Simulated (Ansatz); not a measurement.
## As: nudged elastic band (part 2 of 4)

As (defect cell, 15 atoms in the cell); DFT with PBE, PAW plane waves, no spin polarisation (Ansatz 0.2.0); cutoff 420 eV, 2×2×2 k-mesh, cold smearing of 0.15 eV. The structure derives from an entry of the Crystallography Open Database.

Geometry of the input (Å; fractional positions):
```
3.7243  6.4506  -0.0000
-3.7243  6.4506  -0.0000
0.0000  -4.3004  6.9652
As 0.1151  0.1132  0.3397
As 0.3857  0.3873  0.1639
As 0.1161  0.1138  0.8417
As 0.3850  0.3871  0.6626
As 0.1099  0.6088  0.3405
As 0.3831  0.8861  0.1576
As 0.1122  0.6097  0.8369
As 0.3853  0.8879  0.6573
As 0.6105  0.1124  0.3396
As 0.8833  0.3809  0.1556
As 0.6169  0.1109  0.8368
As 0.8868  0.3830  0.6588
As 0.6155  0.6141  0.3400
As 0.6149  0.6161  0.8396
As 0.8818  0.8876  0.6557
```

What the program printed, continued
```
NEB iter   6: max|band force component| = 1.755e-1 eV/Å  barrier→ = 0.1827 eV  barrier← = 0.1828 eV  CI = image 3  Δτ_max = 0.0605 Å  (31 SCF iters)
NEB image 1
SCF 48 converged in 6 iterations: F = -72840.472694 eV  dr2 = 9.68e-8
NEB image 2
SCF 49 converged in 7 iterations: F = -72840.514166 eV  dr2 = 1.96e-8
NEB image 3
SCF 50 converged in 6 iterations: F = -72840.357207 eV  dr2 = 6.96e-8
NEB image 4
SCF 51 converged in 7 iterations: F = -72840.518169 eV  dr2 = 3.04e-8
NEB image 5
SCF 52 converged in 6 iterations: F = -72840.469464 eV  dr2 = 8.87e-8
NEB iter   7: max|band force component| = 1.415e-1 eV/Å  barrier→ = 0.1652 eV  barrier← = 0.1652 eV  CI = image 3  Δτ_max = 0.0682 Å  (32 SCF iters)
NEB image 1
SCF 53 converged in 6 iterations: F = -72840.470568 eV  dr2 = 9.22e-8
NEB image 2
SCF 54 converged in 7 iterations: F = -72840.512803 eV  dr2 = 3.61e-8
NEB image 3
SCF 55 converged in 7 iterations: F = -72840.381176 eV  dr2 = 4.54e-8
NEB image 4
SCF 56 converged in 6 iterations: F = -72840.517988 eV  dr2 = 2.61e-8
NEB image 5
SCF 57 converged in 5 iterations: F = -72840.469650 eV  dr2 = 8.82e-8
NEB iter   8: max|band force component| = 1.365e-1 eV/Å  barrier→ = 0.1412 eV  barrier← = 0.1413 eV  CI = image 3  Δτ_max = 0.0779 Å  (31 SCF iters)
NEB image 1
SCF 58 converged in 6 iterations: F = -72840.470239 eV  dr2 = 2.19e-8
NEB image 2
SCF 59 converged in 7 iterations: F = -72840.497075 eV  dr2 = 4.84e-8
NEB image 3
SCF 60 converged in 7 iterations: F = -72840.405353 eV  dr2 = 7.58e-8
NEB image 4
SCF 61 converged in 6 iterations: F = -72840.517873 eV  dr2 = 6.60e-8
NEB image 5
SCF 62 converged in 6 iterations: F = -72840.469927 eV  dr2 = 1.88e-8
NEB iter   9: max|band force component| = 1.389e-1 eV/Å  barrier→ = 0.1170 eV  barrier← = 0.1171 eV  CI = image 3  Δτ_max = 0.0389 Å  (32 SCF iters)
NEB image 1
SCF 63 converged in 6 iterations: F = -72840.469614 eV  dr2 = 6.59e-8
NEB image 2
SCF 64 converged in 7 iterations: F = -72840.498207 eV  dr2 = 3.57e-8
NEB image 3
SCF 65 converged in 7 iterations: F = -72840.414623 eV  dr2 = 1.67e-8
NEB image 4
SCF 66 converged in 7 iterations: F = -72840.517776 eV  dr2 = 5.29e-8
NEB image 5
SCF 67 converged in 6 iterations: F = -72840.470777 eV  dr2 = 3.60e-8
NEB iter  10: max|band force component| = 1.438e-1 eV/Å  barrier→ = 0.1077 eV  barrier← = 0.1078 eV  CI = image 3  Δτ_max = 0.0389 Å  (33 SCF iters)
NEB image 1
SCF 68 converged in 6 iterations: F = -72840.469716 eV  dr2 = 4.20e-8
NEB image 2
SCF 69 converged in 7 iterations: F = -72840.506839 eV  dr2 = 6.15e-8
NEB image 3
SCF 70 converged in 6 iterations: F = -72840.417485 eV  dr2 = 4.43e-8
NEB image 4
SCF 71 converged in 7 iterations: F = -72840.521515 eV  dr2 = 7.88e-8
NEB image 5
SCF 72 converged in 6 iterations: F = -72840.472327 eV  dr2 = 4.05e-8
NEB iter  11: max|band force component| = 1.227e-1 eV/Å  barrier→ = 0.1049 eV  barrier← = 0.1050 eV  CI = image 3  Δτ_max = 0.0389 Å  (32 SCF iters)
NEB image 1
SCF 73 converged in 6 iterations: F = -72840.470089 eV  dr2 = 3.09e-8
NEB image 2
SCF 74 converged in 7 iterations: F = -72840.517130 eV  dr2 = 7.21e-8
NEB image 3
SCF 75 converged in 6 iterations: F = -72840.418516 eV  dr2 = 9.30e-8
NEB image 4
SCF 76 converged in 7 iterations: F = -72840.533251 eV  dr2 = 7.94e-8
NEB image 5
SCF 77 converged in 6 iterations: F = -72840.474725 eV  dr2 = 3.28e-8
NEB iter  12: max|band force component| = 1.343e-1 eV/Å  barrier→ = 0.1038 eV  barrier← = 0.1039 eV  CI = image 3  Δτ_max = 0.0389 Å  (32 SCF iters)
NEB image 1
SCF 78 converged in 6 iterations: F = -72840.470640 eV  dr2 = 4.56e-8
NEB image 2
SCF 79 converged in 7 iterations: F = -72840.526542 eV  dr2 = 6.47e-8
NEB image 3
SCF 80 converged in 7 iterations: F = -72840.418472 eV  dr2 = 3.53e-8
NEB image 4
SCF 81 converged in 7 iterations: F = -72840.551156 eV  dr2 = 7.48e-8
NEB image 5
SCF 82 converged in 6 iterations: F = -72840.478200 eV  dr2 = 3.29e-8
NEB iter  13: max|band force component| = 1.916e-1 eV/Å  barrier→ = 0.1039 eV  barrier← = 0.1040 eV  CI = image 3  Δτ_max = 0.0777 Å  (33 SCF iters)
NEB image 1
SCF 83 converged in 7 iterations: F = -72840.474438 eV  dr2 = 9.90e-8
NEB image 2
SCF 84 converged in 8 iterations: F = -72840.550232 eV  dr2 = 1.55e-8
NEB image 3
SCF 85 converged in 8 iterations: F = -72840.419212 eV  dr2 = 1.02e-8
NEB image 4
SCF 86 converged in 7 iterations: F = -72840.587906 eV  dr2 = 5.32e-8
NEB image 5
SCF 87 converged in 7 iterations: F = -72840.488526 eV  dr2 = 2.28e-8
NEB iter  14: max|band force component| = 2.959e-1 eV/Å  barrier→ = 0.1032 eV  barrier← = 0.1032 eV  CI = image 3  Δτ_max = 0.0778 Å  (37 SCF iters)
NEB image 1
SCF 88 converged in 7 iterations: F = -72840.481728 eV  dr2 = 8.94e-8
NEB image 2
SCF 89 converged in 7 iterations: F = -72840.575068 eV  dr2 = 6.89e-8
NEB image 3
SCF 90 converged in 8 iterations: F = -72840.416947 eV  dr2 = 7.42e-9
NEB image 4
SCF 91 converged in 6 iterations: F = -72840.610976 eV  dr2 = 5.92e-8
NEB image 5
SCF 92 converged in 6 iterations: F = -72840.496867 eV  dr2 = 8.19e-8
NEB iter  15: max|band force component| = 1.958e-1 eV/Å  barrier→ = 0.1054 eV  barrier← = 0.1055 eV  CI = image 3  Δτ_max = 0.1544 Å  (34 SCF iters)
NEB image 1
SCF 93 converged in 8 iterations: F = -72840.503583 eV  dr2 = 2.67e-8
NEB image 2
SCF 94 converged in 7 iterations: F = -72840.519890 eV  dr2 = 9.24e-8
NEB image 3
SCF 95 converged in 8 iterations: F = -72840.414263 eV  dr2 = 1.59e-8
NEB image 4
SCF 96 converged in 7 iterations: F = -72840.609035 eV  dr2 = 2.05e-8
NEB image 5
SCF 97 converged in 7 iterations: F = -72840.508357 eV  dr2 = 2.65e-8
NEB iter  16: max|band force component| = 3.282e-1 eV/Å  barrier→ = 0.1081 eV  barrier← = 0.1082 eV  CI = image 3  Δτ_max = 0.0779 Å  (37 SCF iters)
NEB image 1
SCF 98 converged in 7 iterations: F = -72840.496185 eV  dr2 = 6.36e-8
NEB image 2
SCF 99 converged in 7 iterations: F = -72840.543621 eV  dr2 = 3.80e-8
NEB image 3
SCF 100 converged in 7 iterations: F = -72840.417648 eV  dr2 = 4.61e-8
NEB image 4
SCF 101 converged in 6 iterations: F = -72840.615412 eV  dr2 = 3.71e-8
NEB image 5
SCF 102 converged in 5 iterations: F = -72840.506565 eV  dr2 = 9.93e-8
NEB iter  17: max|band force component| = 1.594e-1 eV/Å  barrier→ = 0.1047 eV  barrier← = 0.1048 eV  CI = image 3  Δτ_max = 0.0852 Å  (32 SCF iters)
NEB image 1
SCF 103 converged in 7 iterations: F = -72840.490526 eV  dr2 = 1.82e-8
NEB image 2
SCF 104 converged in 7 iterations: F = -72840.579031 eV  dr2 = 2.39e-8
NEB image 3
SCF 105 converged in 8 iterations: F = -72840.416520 eV  dr2 = 1.71e-8
NEB image 4
SCF 106 converged in 6 iterations: F = -72840.623750 eV  dr2 = 3.53e-8
NEB image 5
SCF 107 converged in 6 iterations: F = -72840.503340 eV  dr2 = 3.74e-8
NEB iter  18: max|band force component| = 7.917e-2 eV/Å  barrier→ = 0.1058 eV  barrier← = 0.1059 eV  CI = image 3  Δτ_max = 0.0933 Å  (34 SCF iters)
NEB image 1
SCF 108 converged in 5 iterations: F = -72840.492594 eV  dr2 = 5.96e-8
NEB image 2
SCF 109 converged in 6 iterations: F = -72840.587918 eV  dr2 = 9.36e-8
NEB image 3
SCF 110 converged in 6 iterations: F = -72840.417011 eV  dr2 = 1.19e-8
NEB image 4
SCF 111 converged in 5 iterations: F = -72840.624645 eV  dr2 = 9.31e-8
NEB image 5
SCF 112 converged in 5 iterations: F = -72840.503527 eV  dr2 = 5.01e-8
NEB iter  19: max|band force component| = 8.831e-2 eV/Å  barrier→ = 0.1054 eV  barrier← = 0.1054 eV  CI = image 3  Δτ_max = 0.0468 Å  (27 SCF iters)
NEB image 1
SCF 113 converged in 7 iterations: F = -72840.499733 eV  dr2 = 2.96e-8
NEB image 2
SCF 114 converged in 7 iterations: F = -72840.588063 eV  dr2 = 1.54e-8
NEB image 3
SCF 115 converged in 5 iterations: F = -72840.417729 eV  dr2 = 9.65e-8
NEB image 4
SCF 116 converged in 5 iterations: F = -72840.625407 eV  dr2 = 5.46e-8
NEB image 5
SCF 117 converged in 4 iterations: F = -72840.503266 eV  dr2 = 4.62e-8
NEB iter  20: max|band force component| = 7.162e-2 eV/Å  barrier→ = 0.1046 eV  barrier← = 0.1047 eV  CI = image 3  Δτ_max = 0.0466 Å  (28 SCF iters)
NEB image 1
SCF 118 converged in 6 iterations: F = -72840.505837 eV  dr2 = 4.40e-8
NEB image 2
SCF 119 converged in 7 iterations: F = -72840.594304 eV  dr2 = 1.29e-8
NEB image 3
SCF 120 converged in 6 iterations: F = -72840.418514 eV  dr2 = 1.33e-8
NEB image 4
SCF 121 converged in 5 iterations: F = -72840.625741 eV  dr2 = 4.28e-8
NEB image 5
SCF 122 converged in 5 iterations: F = -72840.502628 eV  dr2 = 2.18e-8
NEB iter  21: max|band force component| = 7.706e-2 eV/Å  barrier→ = 0.1039 eV  barrier← = 0.1039 eV  CI = image 3  Δτ_max = 0.0465 Å  (29 SCF iters)
NEB image 1
SCF 123 converged in 6 iterations: F = -72840.511917 eV  dr2 = 7.97e-8
NEB image 2
SCF 124 converged in 7 iterations: F = -72840.588104 eV  dr2 = 1.26e-8
NEB image 3
SCF 125 converged in 5 iterations: F = -72840.419292 eV  dr2 = 9.25e-8
NEB image 4
SCF 126 converged in 5 iterations: F = -72840.626030 eV  dr2 = 1.43e-8
NEB image 5
SCF 127 converged in 4 iterations: F = -72840.502195 eV  dr2 = 6.24e-8
NEB iter  22: max|band force component| = 9.339e-2 eV/Å  barrier→ = 0.1031 eV  barrier← = 0.1031 eV  CI = image 3  Δτ_max = 0.0466 Å  (27 SCF iters)
NEB image 1
SCF 128 converged in 6 iterations: F = -72840.516504 eV  dr2 = 5.16e-8
NEB image 2
SCF 129 converged in 7 iterations: F = -72840.583229 eV  dr2 = 6.38e-9
NEB image 3
SCF 130 converged in 6 iterations: F = -72840.419822 eV  dr2 = 7.33e-9
NEB image 4
SCF 131 converged in 5 iterations: F = -72840.626285 eV  dr2 = 1.80e-8
NEB image 5
SCF 132 converged in 5 iterations: F = -72840.501520 eV  dr2 = 2.03e-8
NEB iter  23: max|band force component| = 7.475e-2 eV/Å  barrier→ = 0.1025 eV  barrier← = 0.1026 eV  CI = image 3  Δτ_max = 0.0930 Å  (29 SCF iters)
NEB image 1
SCF 133 converged in 7 iterations: F = -72840.519998 eV  dr2 = 6.65e-8
NEB image 2
SCF 134 converged in 7 iterations: F = -72840.558007 eV  dr2 = 3.91e-8
NEB image 3
SCF 135 converged in 5 iterations: F = -72840.420161 eV  dr2 = 3.45e-8
NEB image 4
SCF 136 converged in 5 iterations: F = -72840.626498 eV  dr2 = 1.53e-8
NEB image 5
SCF 137 converged in 4 iterations: F = -72840.500967 eV  dr2 = 9.64e-8
NEB iter  24: max|band force component| = 1.002e-1 eV/Å  barrier→ = 0.1022 eV  barrier← = 0.1023 eV  CI = image 3  Δτ_max = 0.0931 Å  (28 SCF iters)
NEB image 1
SCF 138 converged in 7 iterations: F = -72840.514344 eV  dr2 = 4.28e-8
NEB image 2
SCF 139 converged in 7 iterations: F = -72840.534363 eV  dr2 = 4.85e-8
NEB image 3
SCF 140 converged in 5 iterations: F = -72840.420321 eV  dr2 = 4.72e-8
NEB image 4
SCF 141 converged in 5 iterations: F = -72840.626714 eV  dr2 = 3.02e-8
NEB image 5
SCF 142 converged in 4 iterations: F = -72840.500379 eV  dr2 = 2.54e-8
NEB iter  25: max|band force component| = 1.449e-1 eV/Å  barrier→ = 0.1020 eV  barrier← = 0.1021 eV  CI = image 3  Δτ_max = 0.0933 Å  (28 SCF iters)
NEB image 1
SCF 143 converged in 7 iterations: F = -72840.500678 eV  dr2 = 2.88e-8
NEB image 2
SCF 144 converged in 8 iterations: F = -72840.519742 eV  dr2 = 2.98e-8
NEB image 3
SCF 145 converged in 5 iterations: F = -72840.420314 eV  dr2 = 8.41e-8
NEB image 4
SCF 146 converged in 5 iterations: F = -72840.626904 eV  dr2 = 2.38e-8
NEB image 5
SCF 147 converged in 4 iterations: F = -72840.500003 eV  dr2 = 1.80e-8
NEB iter  26: max|band force component| = 1.592e-1 eV/Å  barrier→ = 0.1021 eV  barrier← = 0.1021 eV  CI = image 3  Δτ_max = 0.1839 Å  (29 SCF iters)
NEB image 1
SCF 148 converged in 8 iterations: F = -72840.469973 eV  dr2 = 1.51e-8
NEB image 2
SCF 149 converged in 8 iterations: F = -72840.503769 eV  dr2 = 9.76e-8
NEB image 3
SCF 150 converged in 6 iterations: F = -72840.420370 eV  dr2 = 1.28e-8
NEB image 4
SCF 151 converged in 5 iterations: F = -72840.627062 eV  dr2 = 6.94e-8
NEB image 5
SCF 152 converged in 5 iterations: F = -72840.499422 eV  dr2 = 1.84e-8
NEB iter  27: max|band force component| = 2.277e-1 eV/Å  barrier→ = 0.1020 eV  barrier← = 0.1021 eV  CI = image 3  Δτ_max = 0.0753 Å  (32 SCF iters)
NEB image 1
SCF 153 converged in 7 iterations: F = -72840.504296 eV  dr2 = 4.52e-8
NEB image 2
SCF 154 converged in 7 iterations: F = -72840.532417 eV  dr2 = 5.34e-8
NEB image 3
SCF 155 converged in 5 iterations: F = -72840.420417 eV  dr2 = 1.61e-8
NEB image 4
SCF 156 converged in 4 iterations: F = -72840.627145 eV  dr2 = 8.37e-8
NEB image 5
SCF 157 converged in 4 iterations: F = -72840.499419 eV  dr2 = 4.13e-8
NEB iter  28: max|band force component| = 1.919e-1 eV/Å  barrier→ = 0.1019 eV  barrier← = 0.1020 eV  CI = image 3  Δτ_max = 0.0932 Å  (27 SCF iters)
NEB image 1
SCF 158 converged in 7 iterations: F = -72840.535984 eV  dr2 = 9.77e-8
NEB image 2
SCF 159 converged in 7 iterations: F = -72840.560256 eV  dr2 = 5.64e-8
NEB image 3
SCF 160 converged in 4 iterations: F = -72840.420425 eV  dr2 = 6.35e-8
NEB image 4
SCF 161 converged in 4 iterations: F = -72840.627129 eV  dr2 = 7.81e-8
NEB image 5
SCF 162 converged in 4 iterations: F = -72840.499555 eV  dr2 = 1.91e-8
NEB iter  29: max|band force component| = 3.773e-1 eV/Å  barrier→ = 0.1019 eV  barrier← = 0.1020 eV  CI = image 3  Δτ_max = 0.0467 Å  (26 SCF iters)
NEB image 1
SCF 163 converged in 8 iterations: F = -72840.546573 eV  dr2 = 1.08e-8
NEB image 2
SCF 164 converged in 7 iterations: F = -72840.567933 eV  dr2 = 2.26e-8
NEB image 3
SCF 165 converged in 4 iterations: F = -72840.420431 eV  dr2 = 1.57e-8
NEB image 4
SCF 166 converged in 4 iterations: F = -72840.627114 eV  dr2 = 2.69e-8
NEB image 5
SCF 167 converged in 4 iterations: F = -72840.499569 eV  dr2 = 1.10e-8
NEB iter  30: max|band force component| = 2.699e-1 eV/Å  barrier→ = 0.1019 eV  barrier← = 0.1020 eV  CI = image 3  Δτ_max = 0.0933 Å  (27 SCF iters)
NEB image 1
SCF 168 converged in 8 iterations: F = -72840.523722 eV  dr2 = 4.39e-8
NEB image 2
SCF 169 converged in 7 iterations: F = -72840.575400 eV  dr2 = 7.82e-8
NEB image 3
SCF 170 converged in 4 iterations: F = -72840.420433 eV  dr2 = 1.97e-8
NEB image 4
SCF 171 converged in 4 iterations: F = -72840.627105 eV  dr2 = 7.25e-9
NEB image 5
SCF 172 converged in 4 iterations: F = -72840.499639 eV  dr2 = 1.17e-8
NEB iter  31: max|band force component| = 1.651e-1 eV/Å  barrier→ = 0.1019 eV  barrier← = 0.1020 eV  CI = image 3  Δτ_max = 0.1706 Å  (27 SCF iters)
NEB image 1
SCF 173 converged in 8 iterations: F = -72840.485230 eV  dr2 = 9.63e-8
NEB image 2
SCF 174 converged in 8 iterations: F = -72840.578179 eV  dr2 = 1.26e-8
NEB image 3
SCF 175 converged in 4 iterations: F = -72840.420436 eV  dr2 = 1.31e-8
NEB image 4
SCF 176 converged in 3 iterations: F = -72840.627099 eV  dr2 = 3.89e-8
NEB image 5
SCF 177 converged in 3 iterations: F = -72840.499640 eV  dr2 = 5.35e-8
NEB iter  32: max|band force component| = 2.006e-1 eV/Å  barrier→ = 0.1019 eV  barrier← = 0.1020 eV  CI = image 3  Δτ_max = 0.0846 Å  (26 SCF iters)
NEB image 1
SCF 178 converged in 8 iterations: F = -72840.513888 eV  dr2 = 2.91e-8
NEB image 2
SCF 179 converged in 8 iterations: F = -72840.581506 eV  dr2 = 1.30e-8
NEB image 3
SCF 180 converged in 4 iterations: F = -72840.420432 eV  dr2 = 4.56e-8
NEB image 4
SCF 181 converged in 4 iterations: F = -72840.627085 eV  dr2 = 1.63e-8
NEB image 5
SCF 182 converged in 2 iterations: F = -72840.499665 eV  dr2 = 5.70e-8
NEB iter  33: max|band force component| = 7.943e-2 eV/Å  barrier→ = 0.1019 eV  barrier← = 0.1020 eV  CI = image 3  Δτ_max = 0.0423 Å  (26 SCF iters)
NEB image 1
SCF 183 converged in 6 iterations: F = -72840.516240 eV  dr2 = 9.31e-8
NEB image 2
SCF 184 converged in 6 iterations: F = -72840.585616 eV  dr2 = 7.02e-8
NEB image 3
SCF 185 converged in 5 iterations: F = -72840.420309 eV  dr2 = 7.78e-8
NEB image 4
SCF 186 converged in 5 iterations: F = -72840.626986 eV  dr2 = 1.59e-8
NEB image 5
SCF 187 converged in 4 iterations: F = -72840.499964 eV  dr2 = 2.16e-8
NEB iter  34: max|band force component| = 7.039e-2 eV/Å  barrier→ = 0.1021 eV  barrier← = 0.1021 eV  CI = image 3  Δτ_max = 0.0557 Å  (26 SCF iters)
NEB image 1
SCF 188 converged in 7 iterations: F = -72840.516872 eV  dr2 = 6.25e-8
NEB image 2
SCF 189 converged in 6 iterations: F = -72840.593461 eV  dr2 = 5.66e-8
NEB image 3
SCF 190 converged in 4 iterations: F = -72840.420413 eV  dr2 = 7.25e-8
NEB image 4
SCF 191 converged in 4 iterations: F = -72840.626960 eV  dr2 = 1.34e-8
NEB image 5
SCF 192 converged in 4 iterations: F = -72840.500005 eV  dr2 = 1.09e-8
NEB iter  35: max|band force component| = 6.807e-2 eV/Å  barrier→ = 0.1020 eV  barrier← = 0.1020 eV  CI = image 3  Δτ_max = 0.0280 Å  (25 SCF iters)
NEB image 1
preconditioner: auto → LDOS  [metal: Δε(μ)=0.016 eV  Ē_g=9.144 eV  σ=0.150 eV  W_gap=0.07  n_scr=88 (ndim 8)  ℏωp=17.6 eV  f_vac=0.020  D(μ)=4.03/eV (n_scr^D=14)  β→1.0]
SCF 193 converged in 6 iterations: F = -72840.516822 eV  dr2 = 6.28e-8
NEB image 2
preconditioner: auto → LDOS  [insulator: Δε(μ)=0.174 eV  Ē_g=9.160 eV  σ=0.150 eV  W_gap=0.70  n_scr=88 (ndim 8)  ℏωp=17.6 eV  f_vac=0.023  D(μ)=2.71/eV (n_scr^D=14)  ε∞_Penn≈4.7  β→1.0]
SCF 194 converged in 6 iterations: F = -72840.597802 eV  dr2 = 8.15e-8
NEB image 3
preconditioner: auto → LDOS  [metal: Δε(μ)=0.092 eV  Ē_g=9.126 eV  σ=0.150 eV  W_gap=0.38  n_scr=88 (ndim 8)  ℏωp=17.6 eV  f_vac=0.018  D(μ)=4.92/eV (n_scr^D=20)  β→1.0]
SCF 195 converged in 5 iterations: F = -72840.420413 eV  dr2 = 6.83e-8
NEB image 4
preconditioner: auto → LDOS  [metal: Δε(μ)=0.055 eV  Ē_g=9.167 eV  σ=0.150 eV  W_gap=0.24  n_scr=88 (ndim 8)  ℏωp=17.6 eV  f_vac=0.025  D(μ)=3.68/eV (n_scr^D=14)  β→1.0]
SCF 196 converged in 5 iterations: F = -72840.627043 eV  dr2 = 9.68e-9
NEB image 5
iter 1 solved again at ethr=1.28e-9 eV; its pass at ethr=3.10e-3 eV (dr2=2.87e-6 eV) is discarded
SCF iter   1: F=—  HF=-72840.499739 eV  |F-HF|=—  |Δ(HF+E_count)|=         —  Δρ=3.13e-5  dr2=2.91e-6  ethr=1.28e-9  ⟨swp⟩=2.5  Hψ=3596  notcnv=0
SCF iter   2: F=—  HF=-72840.499742 eV  |F-HF|=—  |Δ(HF+E_count)|=   2.53e-6  S|Δr|=    0.00e0  Δρ=8.76e-6  dr2=7.53e-7  ethr=1.28e-9  ⟨swp⟩=2.0  Hψ=1344  notcnv=0
SCF iter   3: F=—  HF=-72840.499742 eV  |F-HF|=—  |Δ(HF+E_count)|=   7.83e-8  S|Δr|=    0.00e0  Δρ=4.73e-6  dr2=3.41e-7  ethr=3.35e-10  ⟨swp⟩=2.0  Hψ=1506  notcnv=0
SCF iter   4: F=-72840.499741 eV  HF=-72840.499741 eV  |F-HF|=2.22e-8  |Δ(HF+E_count)|=   5.70e-8  S|Δr|=    0.00e0  Δρ=1.81e-6  dr2=2.64e-8  ethr=4.44e-11  ⟨swp⟩=2.5  Hψ=3239  notcnv=0
SCF 197 converged in 4 iterations: F = -72840.499741 eV  dr2 = 2.64e-8
NEB image 1
NSCF: frozen V_eff on 8 k-points
NEB image 2
NSCF: frozen V_eff on 8 k-points
NEB image 4
NSCF: frozen V_eff on 8 k-points
NEB image 5
NSCF: frozen V_eff on 8 k-points
NEB image 3
NSCF: frozen V_eff on 8 k-points
the band table was solved once a step of the walk had ended and its energy, with any forces and stress, was formed, with the checks that follow a solve (3637 applications of the Hamiltonian). They found nothing against the state; the energy, forces and stress were not computed again (output.eigenvalues in the input reference)
NEB iter  36: max|band force component| = 3.543e-2 eV/Å  barrier→ = 0.1020 eV  barrier← = 0.1020 eV  CI = image 3  Δτ_max = 0.0000 Å  (26 SCF iters)
```

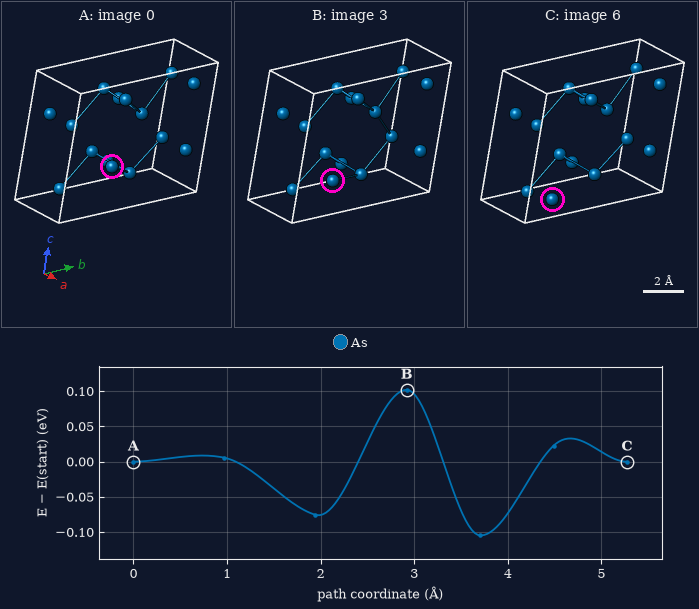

*Images of the last band (counted from 0; ball-and-stick, reduced simulation cell, seen slightly off an axis), with the moving atom and its periodic copies ringed, above the energy along the path; the line is a cubic interpolation that uses the forces.*

The highest image is number 3, 0.102 eV above the start and 0.102 eV above the end (the climbing image); start and end have the same energy. The path is 5.27 Å long, and As5 moves most (2.12 Å). The band converged in 36 iterations.
